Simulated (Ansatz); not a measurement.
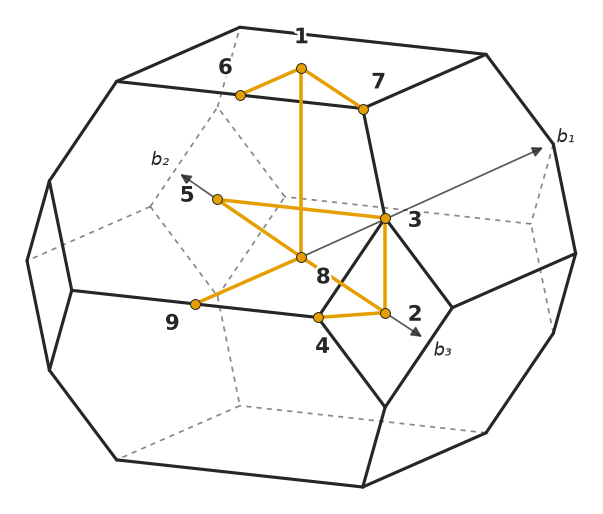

Crystal: MoS2, coordinates from a relaxation with DFT, r2SCAN+rVV10, plane waves, PAW (Ansatz 0.2.0). The first Brillouin zone of a body-centred tetragonal lattice (tI; extended symbol tI2) is drawn with its special points numbered. Geometry calculated from the standardised cell; symmetry tolerance 0.002 Å.

a = 5.212 Å, b = 5.212 Å, c = 10.090 Å, α = 90.00°, β = 90.00°, γ = 90.00°.

Labels and path follow the convention of Hinuma et al. (2017), as computed by seekpath; the arrows show the directions of the reciprocal primitive vectors b₁, b₂, b₃, in which coordinates are given.

Q: Which special point is each number?

A:
| no. | label | coordinates |
| --- | --- | --- |
| 1 | M | (1/2, 1/2, −1/2) |
| 2 | X | (0, 0, 1/2) |
| 3 | P | (1/4, 1/4, 1/4) |
| 4 | R | (−0.133, 0.133, 1/2) |
| 5 | N | (0, 1/2, 0) |
| 6 | S | (0.317, 0.683, −0.317) |
| 7 | G | (1/2, 1/2, −0.133) |
| 8 | Γ | (0, 0, 0) |
| 9 | S₀ | (−0.317, 0.317, 0.317) |
